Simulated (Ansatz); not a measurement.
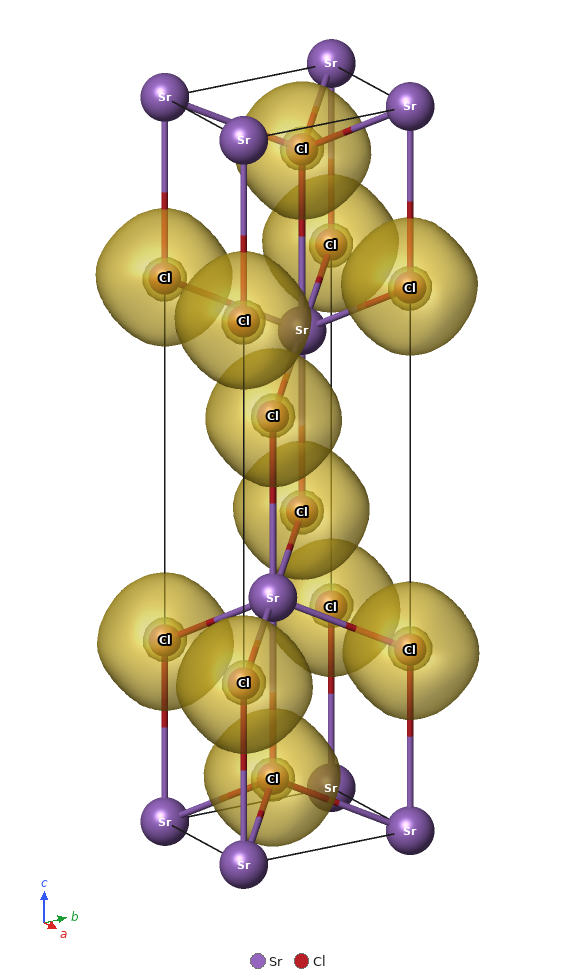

*SrCl₂. Isosurface of the electron localisation function at 0.7 (yellow), seen slightly off an axis. Core shells and regions of very low density are left out. Sticks mark near contacts.*

Space group R-3m; computed pressure about 2 GPa in this cell.

The calculation used Ansatz, DFT PBE, scalar-relativistic, plane waves, PAW.

In a PAW calculation such maps are meaningful between the atoms, not at the nuclei.

Question: Identify the bonds, lone pairs and shells in this picture.

Answer: At this value the surface marks out six regions wrapped around Cl (the valence shell of each), counted in one cell of 9 atoms. Any copies at cell faces, edges or corners count once. Along the contacts the grid gives the following. Sr–Cl (2.91 Å): the ELF peaks at about 0.90 in the valence shell of Cl, 0.8 Å from its nucleus, and drops to about 0.10 between the two atoms: a largely ionic contact.
